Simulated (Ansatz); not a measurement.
**Geometry relaxation of Zn25O24 (charge +2) (part 2 of 3)**

Continued. System: Zn25O24 (defect cell, 49 atoms in the cell, total charge +2). Method: DFT PBE, scalar-relativistic, plane waves, PAW, no spin polarisation (Ansatz 0.2.0); cutoff 420 eV, 2×2×2 k-mesh, Gaussian smearing of 0.01 eV. The structure derives from a Materials Project entry. It belongs to a series of runs on one base structure; here: Zn interstitial, charge +2, atoms relaxed at the host's cell.

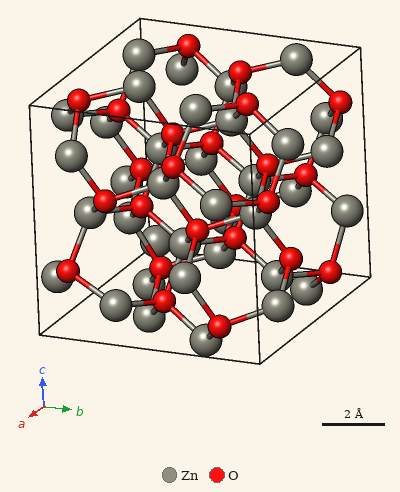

**Figure 1.** The geometry at step 1 of the log (ball-and-stick view of the cell of the calculation, seen at an oblique angle).

Output, continued
```
  k-point 0: bands = ["-10.8325", "-10.5411", "-10.5407", "-10.4527", "-10.4070", "-10.3215", "-10.2904", "-10.2669", "-10.2644", "-10.2318", ... 60 levels left out ..., "1.8457", "1.8460", "1.8654", "1.8664", "1.8742", "1.8934", "1.8950", "1.9394", "1.9531", "1.9632", "1.9906", "1.9956", "1.9982", "2.0505", "2.0543", "2.0840", "2.0979", "2.1092", "2.1337", "2.1631", "2.1726", "2.1770", "2.1944", "2.2155", "2.2299", "2.2339", "2.2489", "2.2571", "2.2598",
      "2.3046", "2.3530", "2.3547", "2.4144", "2.4388", "2.4582", "2.4920", "2.5303", "2.5358", "2.5595", "2.5668", "2.5960", "2.6215", "2.6318", "2.6577", "2.6663", "2.6973", "2.7002", "2.7065", "2.7163", "2.7252", "2.7291", "2.7502", "2.7694", "2.7707", "2.7717", "2.7831", "2.7922", "2.8119", "2.8174", "2.8175", "2.8454", "2.8498", "2.8676", "2.8788", "2.8805", "2.8998", "2.9057", "2.9129", "2.9165",
      "2.9220", "2.9493", "2.9654", "2.9738", "2.9775", "3.0172", "3.0327", "3.0514", "3.0954", "3.1222", "3.2617", "3.2653", "3.2684", "3.3006", "3.3776", "3.4144", "3.4391", "3.4644", "3.4871", "3.5061", "3.5294", "3.5699", "3.6328", "3.6598", "3.6736", "4.1009", "4.1617", "4.1919", "4.2627", "4.3722", "4.3799", "4.5078", "4.5723", "4.5799", "4.6061", "4.6256", "4.7157", "4.7161", "4.7206", "4.8660",
      "4.8911", "4.9277", "5.0434", "5.1191", "5.1555", "5.2327", "5.2459", "5.2676", "5.3170", "5.3515", "5.4284", "5.4581", "5.4726", "5.5335", "5.5984", "5.6676", "5.6724", "5.7719", "5.7982", "5.8189", "5.8930", "5.9144", "5.9371", "5.9709", "5.9874", "6.0109", "6.0550", "6.0568", "6.0699", "6.1012", "6.1076", "6.1397", "6.3329", "6.4005", "6.4017", "6.4145", "6.4321", "6.4698", "6.4776", "6.5416",
      "6.9153", "6.9248", "8.7747", "10.5584", "10.6627", "10.7802", "11.3099", "11.5407", "11.6752", "11.6870", "12.0604", "12.2027", "12.2412", "12.3769", "12.5276", "12.6406", "13.0838", "13.3867", "13.3998", "13.8497", "14.0535", "14.0880", "14.2587", "14.3791", "14.4023", "14.5101", "14.6276", "14.6975", "14.7570", "14.8197", "14.8812", "14.9314", "14.9540", "15.0052", "15.1754", "15.3368", "15.3907", "15.4050", "15.4271", "15.5190",
      "15.7245", "15.8777", "15.9432", "16.0374", "16.0830", "16.2238", "16.2498", "16.3334", "16.3726", "16.4170", "16.5020"]
  k-point 1: bands = ["-10.8195", "-10.5735", "-10.5300", "-10.4932", "-10.3712", "-10.3369", "-10.2954", "-10.2548", "-10.2433", "-10.2304", ... 60 levels left out ..., "1.8469", "1.8504", "1.8637", "1.8749", "1.8947", "1.9042", "1.9103", "1.9290", "1.9527", "1.9585", "1.9727", "1.9868", "1.9980", "2.0087", "2.0248", "2.0554", "2.0625", "2.0823", "2.1014", "2.1125", "2.1310", "2.1527", "2.1675", "2.1835", "2.2201", "2.2284", "2.2417", "2.2494", "2.2690",
      "2.2947", "2.3338", "2.3578", "2.3913", "2.4197", "2.4593", "2.4825", "2.5043", "2.5340", "2.5552", "2.5807", "2.6028", "2.6185", "2.6418", "2.6507", "2.6679", "2.6754", "2.7021", "2.7101", "2.7191", "2.7294", "2.7451", "2.7545", "2.7652", "2.7704", "2.7756", "2.7898", "2.7978", "2.8076", "2.8189", "2.8325", "2.8466", "2.8566", "2.8728", "2.8806", "2.8925", "2.9002", "2.9069", "2.9166", "2.9298",
      "2.9394", "2.9628", "2.9713", "2.9861", "2.9969", "3.0236", "3.0548", "3.0645", "3.1109", "3.1340", "3.1891", "3.3056", "3.3320", "3.3509", "3.4026", "3.4581", "3.4701", "3.4994", "3.6434", "3.6545", "3.6706", "3.7411", "3.7973", "3.8160", "3.8581", "3.8812", "3.9298", "3.9698", "3.9959", "4.0957", "4.3319", "4.3634", "4.4273", "4.5144", "4.5515", "4.6371", "4.7300", "4.7634", "4.8047", "4.8932",
      "4.9404", "4.9997", "5.0282", "5.0811", "5.1240", "5.1653", "5.2095", "5.2575", "5.3598", "5.4234", "5.4771", "5.5244", "5.5741", "5.6025", "5.6327", "5.6653", "5.7207", "5.7443", "5.7747", "5.8035", "5.8382", "5.8920", "5.9104", "5.9488", "5.9650", "6.0062", "6.0302", "6.0538", "6.1031", "6.1268", "6.1765", "6.1881", "6.2787", "6.3323", "6.3887", "6.4102", "6.4806", "6.5111", "6.5533", "6.5699",
      "6.8190", "6.8696", "8.9517", "10.3062", "10.4569", "10.5369", "11.3140", "11.6798", "11.7675", "12.0178", "12.1854", "12.4863", "12.6224", "12.6941", "12.7887", "12.8571", "12.9736", "13.0175", "13.1787", "13.3086", "13.5086", "13.7246", "14.1126", "14.1891", "14.2747", "14.3410", "14.5246", "14.6951", "14.8704", "15.0142", "15.0445", "15.1012", "15.1941", "15.2340", "15.2847", "15.3974", "15.4610", "15.4780", "15.5233", "15.5483",
      "15.5879", "15.6539", "15.6866", "15.7996", "15.8226", "16.2303", "16.4180", "16.5844", "16.7227", "16.7800", "16.9397"]
--- Relaxed structure (3 steps of the walk, 3 accepted, 0 SCFs on fresh bases) ---
  F+E_penalty+E_count = -96618.14634200 eV   max|allowed force component| = 8.716e-3 eV/Å
  atoms:
    - { symbol: Zn, position: [0.33580409180431003, 0.6660451938799228, 0.5065900109562633] }
    - { symbol: Zn, position: [0.6660451938799228, 0.5065900109562632, 0.3358040918043101] }
    - { symbol: Zn, position: [-0.0005262721195670172, 0.8316245233954747, 0.6705823009134859] }
    - { symbol: Zn, position: [0.16738758479853244, 0.48851535004363056, 0.8295938412483201] }
    - { symbol: Zn, position: [0.48851535004363056, 0.8295938412483201, 0.16738758479853239] }
    - { symbol: Zn, position: [0.1721802927222908, -0.003479273473385114, 0.3532877898815036] }
    - { symbol: Zn, position: [0.5065900109562632, 0.33580409180431, 0.6660451938799228] }
    - { symbol: Zn, position: [0.8316245233954744, 0.6705823009134859, -0.0005262721195669062] }
    - { symbol: Zn, position: [0.8295938412483199, 0.16738758479853239, 0.4885153500436306] }
    - { symbol: Zn, position: [0.35328778988150356, 0.1721802927222908, -0.0034792734733850306] }
    - { symbol: Zn, position: [0.6705823009134858, -0.0005262721195672393, 0.8316245233954747] }
    - { symbol: Zn, position: [-0.0034792734733850306, 0.3532877898815036, 0.17218029272229082] }
    - { symbol: Zn, position: [0.3410335868149934, 0.49454697284713656, 0.17193543417109794] }
    - { symbol: Zn, position: [0.6748521876658585, 0.335082092019684, 0.0013587178079166318] }
    - { symbol: Zn, position: [0.0013587178079166873, 0.6748521876658585, 0.33508209201968403] }
    - { symbol: Zn, position: [0.17193543417109794, 0.3410335868149934, 0.4945469728471366] }
    - { symbol: Zn, position: [0.5087449608235858, 0.662623728213178, 0.8342559113620144] }
    - { symbol: Zn, position: [0.17517879526159985, 0.7959508849048178, -0.012268183539936584] }
    - { symbol: Zn, position: [0.49454697284713656, 0.17193543417109786, 0.3410335868149934] }
    - { symbol: Zn, position: [0.834255911362014, 0.5087449608235857, 0.6626237282131779] }
    - { symbol: Zn, position: [0.7959508849048177, -0.01226818353993675, 0.17517879526159985] }
    - { symbol: Zn, position: [0.335082092019684, 0.0013587178079165763, 0.6748521876658586] }
    - { symbol: Zn, position: [0.6626237282131778, 0.834255911362014, 0.5087449608235857] }
    - { symbol: Zn, position: [-0.012268183539936695, 0.1751787952615998, 0.7959508849048178] }
    - { symbol: O, position: [0.4576141599075089, 0.7939367955604861, 0.634861027758856] }
    - { symbol: O, position: [0.7939367955604862, 0.634861027758856, 0.457614159907509] }
    - { symbol: O, position: [0.12367456229786378, 0.9625205839070848, 0.8045497679934434] }
    - { symbol: O, position: [0.30344384846563677, 0.6046243474363919, 0.9568750754275686] }
    - { symbol: O, position: [0.6046243474363919, 0.9568750754275684, 0.3034438484656368] }
    - { symbol: O, position: [0.290706642926199, 0.12891603051356326, 0.46869800575237386] }
    - { symbol: O, position: [0.6348610277588558, 0.45761415990750876, 0.7939367955604861] }
    - { symbol: O, position: [0.9625205839070846, 0.8045497679934432, 0.12367456229786356] }
    - { symbol: O, position: [0.9568750754275686, 0.30344384846563677, 0.604624347436392] }
    - { symbol: O, position: [0.46869800575237386, 0.2907066429261991, 0.12891603051356332] }
    - { symbol: O, position: [0.8045497679934435, 0.12367456229786378, 0.9625205839070848] }
    - { symbol: O, position: [0.12891603051356326, 0.4686980057523738, 0.290706642926199] }
    - { symbol: O, position: [0.45671189102760107, 0.6274466717023683, 0.2969264834965583] }
    - { symbol: O, position: [0.7920017313392418, 0.4670545739158354, 0.12806315059930007] }
    - { symbol: O, position: [0.12806315059930012, 0.7920017313392418, 0.4670545739158353] }
    - { symbol: O, position: [0.2969264834965583, 0.45671189102760107, 0.6274466717023685] }
    - { symbol: O, position: [0.62472719481103, 0.7978985849062052, 0.9642908735265913] }
    - { symbol: O, position: [0.2790673026857494, 0.9627603046431266, 0.12311422910812503] }
    - { symbol: O, position: [0.6274466717023683, 0.29692648349655837, 0.45671189102760107] }
    - { symbol: O, position: [0.9642908735265912, 0.6247271948110301, 0.7978985849062056] }
    - { symbol: O, position: [0.9627603046431266, 0.12311422910812497, 0.2790673026857494] }
    - { symbol: O, position: [0.46705457391583527, 0.1280631505993, 0.7920017313392418] }
    - { symbol: O, position: [0.7978985849062052, 0.9642908735265912, 0.6247271948110302] }
    - { symbol: O, position: [0.12311422910812508, 0.27906730268574936, 0.9627603046431266] }
    - { symbol: Zn, position: [0.0605400821885634, 0.0605400821885634, 0.06054008218856341] }
```

Trajectory as extended XYZ (Å, eV, eV/Å), 3 frames, from step=1 to step=3
```
49
Lattice="-3.2794 5.6801 5.2932 -3.2794 -5.6801 5.2932 6.5588 -0.0000 5.2932" Properties=species:S:1:pos:R:3:forces:R:3 step=1 energy=-96618.14041
Zn    0.0350   -1.8772    7.9822   -0.0003   0.0209  -0.0021
Zn   -1.6432    0.9083    7.9822    0.0183  -0.0102  -0.0021
Zn    1.6716   -4.7284    7.9507   -0.0101   0.0117  -0.0603
Zn    3.2904   -1.8277    7.8640   -0.0668  -0.0026   0.0041
Zn   -3.2281   -1.9358    7.8640    0.0312   0.0591   0.0041
Zn    1.7621    0.9965    2.7634    0.0487   0.0340   0.0401
Zn    1.6082    0.9689    7.9822   -0.0180  -0.0107  -0.0021
Zn   -4.9307    0.9166    7.9507    0.0152   0.0029  -0.0603
Zn   -0.0624    3.7635    7.8640    0.0356  -0.0566   0.0041
Zn   -1.7441    1.0277    2.7634   -0.0538   0.0252   0.0401
Zn    3.2591    3.8119    7.9507   -0.0051  -0.0146  -0.0603
Zn   -0.0180   -2.0243    2.7634    0.0051  -0.0591   0.0401
Zn   -1.6136   -0.8755    5.3311    0.0082   0.0126   0.0285
Zn   -3.3040    1.9300    5.3507   -0.0108  -0.0631   0.0122
Zn   -0.0195   -3.8263    5.3507    0.0601   0.0222   0.0122
Zn    1.5650   -0.9597    5.3311   -0.0150   0.0007   0.0285
Zn    1.6294   -0.8765   10.6157   -0.0187   0.0180  -0.0254
Zn   -3.2657   -3.5300    5.0817    0.0006   0.0708  -0.0433
Zn    0.0486    1.8351    5.3311    0.0069  -0.0134   0.0285
Zn   -0.0557    1.8494   10.6157   -0.0062  -0.0252  -0.0254
Zn   -1.4242    4.5932    5.0817    0.0610  -0.0359  -0.0433
Zn    3.3234    1.8963    5.3507   -0.0493   0.0409   0.0122
Zn   -1.5738   -0.9729   10.6157    0.0250   0.0072  -0.0254
Zn    4.6899   -1.0632    5.0817   -0.0616  -0.0349  -0.0433
O     0.0570   -1.9087    9.9815    0.0083  -0.0169   0.0217
O    -1.6815    0.9050    9.9815   -0.0188   0.0013   0.0217
O     1.7066   -4.7603   10.0031    0.0937  -0.0573   0.0623
O     3.2960   -1.7110    9.8720    0.0117  -0.0821   0.0108
O    -3.1298   -1.9989    9.8720   -0.0770   0.0309   0.0108
O     1.6964    0.9210    4.7050    0.0077  -0.0063  -0.0423
O     1.6245    1.0037    9.9815    0.0105   0.0156   0.0217
O    -4.9759    0.9022   10.0031   -0.0964  -0.0525   0.0623
O    -0.1662    3.7099    9.8720    0.0652   0.0512   0.0108
O    -1.6458    1.0086    4.7050    0.0016   0.0098  -0.0423
O     3.2692    3.8581   10.0031    0.0027   0.1098   0.0623
O    -0.0506   -1.9296    4.7050   -0.0093  -0.0035  -0.0423
O    -1.6085   -0.9673    7.3099   -0.0270  -0.0277  -0.0054
O    -3.2882    1.8460    7.3398   -0.0287   0.0350   0.0173
O     0.0454   -3.7706    7.3398   -0.0160  -0.0423   0.0173
O     1.6419   -0.9094    7.3099    0.0375  -0.0095  -0.0054
O     1.6583   -0.9806   12.6304   -0.0033  -0.0131   0.0426
O    -3.2652   -3.8783    7.2334   -0.0029  -0.0917  -0.0747
O    -0.0334    1.8766    7.3099   -0.0105   0.0372  -0.0054
O     0.0201    1.9264   12.6304    0.0130   0.0037   0.0426
O    -1.7261    4.7669    7.2334   -0.0780   0.0484  -0.0747
O     3.2428    1.9247    7.3398    0.0446   0.0073   0.0173
O    -1.6784   -0.9458   12.6304   -0.0097   0.0094   0.0426
O     4.9913   -0.8885    7.2334    0.0809   0.0433  -0.0747
Zn    0.0000    0.0000    0.9664    0.0000   0.0000   0.0415
```
